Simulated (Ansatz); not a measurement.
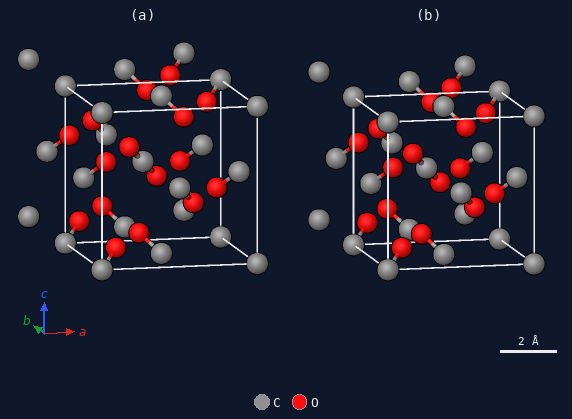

The structure of crystalline CO2 (built on the database structure type) before (left) and after (right) a relaxation, at one scale.

Style: ball-and-stick. Shown: the cell of the calculation, repeated 1 × 2 × 1 with one cell outlined, slightly off an axis.

Computed with DFT, r2SCAN+rVV10, plane waves, PAW in Ansatz. (plane-wave cutoff 500 eV; k-point mesh 4 × 4 × 4; occupations fermi dirac; smearing width 0.03 eV; no spin polarisation; cell and atoms relaxed; force threshold 0.01 eV/Å; at most 120 steps)

Question: Describe what moved and what it gained.

Answer: The largest moves relative to the cell, 0.063 Å, are those of O atoms. C stays in place. The drawn cell changes as follows: a = b = c 5.789 → 5.442 Å (−6.0 %); the volume changes by −16.9 %. Near-neighbour distances that change, for instance: C–O 1.167 → 1.160 Å. The space group stays Pa-3 (No. 205). Over 5 accepted moves (8 points after the start) the energy falls by 14.1 meV per atom. The largest force component goes from 0.34 to 0.00016 eV/Å. Pressure: −2.65 GPa at the start and 0.00 GPa at the end. The line search rejected the trial step at point 2 of the run. At 2 points the geometry stayed and the basis and grid were re-selected for the new cell (energy shift of 1.6 meV per atom at most each time).
